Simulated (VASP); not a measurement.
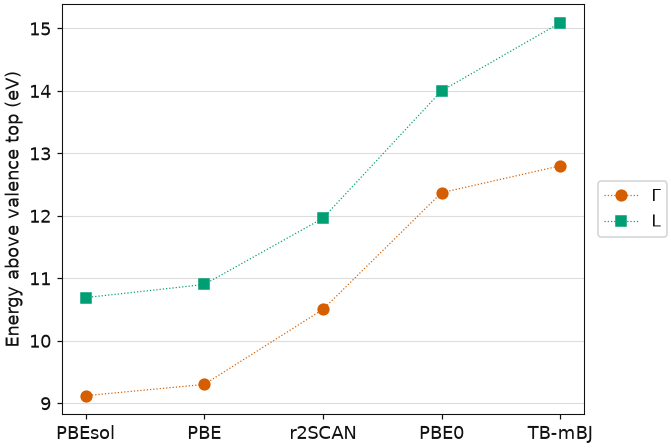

Lowest conduction level at each named k point, counted from the valence-band top at Γ, by several methods on one cell of rocksalt LiF, space group Fm-3m, 2 atoms in the primitive cell; cubic a = 3.996 Å. All runs are without spin-orbit coupling and carry no moments.

```csv
method,program,Γ (eV),L (eV)
PBEsol,VASP,9.12,10.69
PBE,VASP,9.30,10.90
r2SCAN,VASP,10.50,11.96
PBE0,VASP,12.37,14.00
TB-mBJ,VASP,12.80,15.09
```

### What does HSE06 give? It was run as: HSE06, VASP PAW PBE potentials, release 64 (Li_sv, F), 8×8×8 k mesh, 520 eV cutoff, Gaussian smearing of 0.03 eV (VASP).

HSE06 screens off the long-range part of PBE0's exact exchange, so it lies between PBE and PBE0, here 0.73 eV under PBE0 at Γ. HSE06 gives 11.64 eV at Γ and 13.26 eV at L, which is +2.34 eV from PBE at Γ.

### Does HSE06 shift these levels rigidly from PBE?

The shifts are +2.34 eV at Γ and +2.36 eV at L, and at points that aren't plotted +2.62 eV (X) and +2.54 eV (W): over the named points that both runs hold, a spread of 0.28 eV on a mean of 2.46 eV, so one shift describes them only roughly.

### How do the methods rank at Γ?

From low to high: PBEsol 9.12, PBE 9.30, r2SCAN 10.50, HSE06 11.64, PBE0 12.37, TB-mBJ 12.80 eV.

Settings. PBEsol: VASP PAW PBE potentials, release 64 (Li_sv, F), 12×12×12 k mesh, 600 eV cutoff, Gaussian smearing of 0.03 eV (VASP 6.6.1). PBE: VASP PAW PBE potentials, release 64 (Li_sv, F), 12×12×12 k mesh, 600 eV cutoff, Gaussian smearing of 0.03 eV (VASP). r2SCAN: VASP PAW PBE potentials, release 64 (Li_sv, F), 12×12×12 k mesh, 520 eV cutoff, Gaussian smearing of 0.03 eV (VASP 6.6.1). PBE0: VASP PAW PBE potentials, release 64 (Li_sv, F), 8×8×8 k mesh, 520 eV cutoff, Gaussian smearing of 0.03 eV (VASP). TB-mBJ: VASP PAW PBE potentials, release 64 (Li_sv, F), 12×12×12 k mesh, 520 eV cutoff, Gaussian smearing of 0.03 eV (VASP).

These are six of the 8 methods that were run on this cell. PBEsol, r2SCAN, HSE06, PBE0 and TB-mBJ: the PAW data sets were made with another functional. PBE, r2SCAN, HSE06, PBE0 and TB-mBJ: the cell was derived from a database entry in an earlier step, so it needn't be the measured one. LDA, GGA and most meta-GGA functionals understate gaps. TB-mBJ: this is a model potential built to give gaps, with no total energy.
